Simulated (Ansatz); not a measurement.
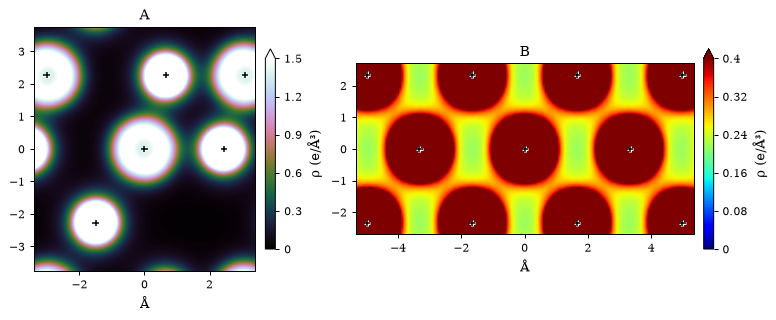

The valence charge density (pseudo) of 2 systems, each on a plane through atoms (crosses mark nuclei in the plane).

Method: Kohn-Sham DFT of a periodic cell, PBE, Ansatz PAW in Ansatz.

System 1: Ta, the (110) plane of the conventional cell. Space group Im-3m.

```
Ta
1.0
     3.32443    0.00000    0.00000
     0.00000    3.32443    0.00000
     0.00000    0.00000    3.32443
Ta
2
Direct
  0.00000 0.00000 0.00000
  0.50000 0.50000 0.50000
```

System 2: La2O3, the (110) plane of the conventional cell. Space group P-3m1; a structure from a database of computed crystals, not necessarily the ambient phase.

Q: Which map belongs to which system?

A: Panel A is system 2, La2O3: the plane holds La and O. La–O (2.36 Å): the density is about 0.51 e/Å³ at the midpoint. Panel B is system 1, Ta: the plane holds Ta. Ta–Ta (2.88 Å): ρ is about 0.3 e/Å³ halfway.
